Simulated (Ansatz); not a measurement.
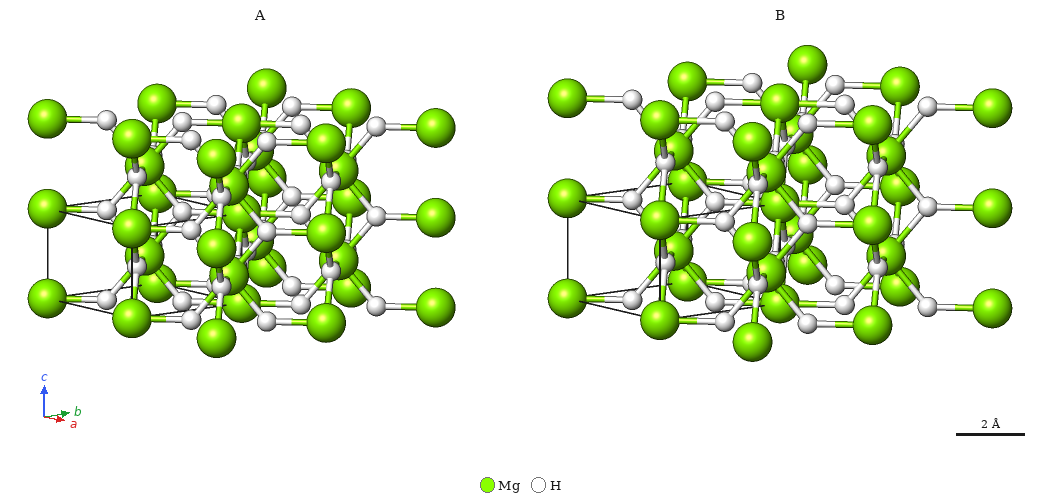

Two geometries of crystalline MgH₂ (built on the rutile type), drawn at one scale. One is the start of a relaxation, the other its converged end. The picture is a ball-and-stick view of the cell of the calculation, repeated 2 × 2 × 2 with one cell outlined, seen from a free direction.

All numbers below come from DFT, PBEsol, plane waves, PAW in Ansatz. Set-up: plane-wave cutoff 420 eV; k-point mesh 6 × 6 × 8; occupations fermi dirac; smearing width 0.03 eV; no spin polarisation; cell and atoms relaxed; force threshold 0.01 eV/Å; at most 120 steps.

Question: Which geometry has the lower energy?

Answer: Structure B is the relaxed one. The energy falls by 166 meV per atom in 6 accepted moves (8 points after the start). The largest force component goes from 0.17 to under 0.0001 eV/Å. Pressure: 25.78 GPa at the start and 0.02 GPa at the end. The SCF was repeated twice at an unchanged geometry on a basis and grid sized afresh for the cell, which shifted the energy by 4.6 meV per atom at most. The atoms keep their places relative to the cell (all moves are under 0.005 Å). The drawn cell changes as follows: a = b 4.088 → 4.475 Å (+9.5 %), c 2.698 → 3.008 Å (+11.5 %); the volume changes by +33.6 %. Near-neighbour distances that change, for instance: Mg–Mg 2.698 → 3.008 Å, H–Mg 1.758 → 1.948 Å, H–Mg 1.763 → 1.927 Å. The space group stays P4_2/mnm (No. 136). The run took 17 s on 2 threads of Intel(R) Xeon(R) Processor @ 2.50GHz (Skylake/Cascade Lake), with other jobs on the host, peak memory 0.38 GiB.
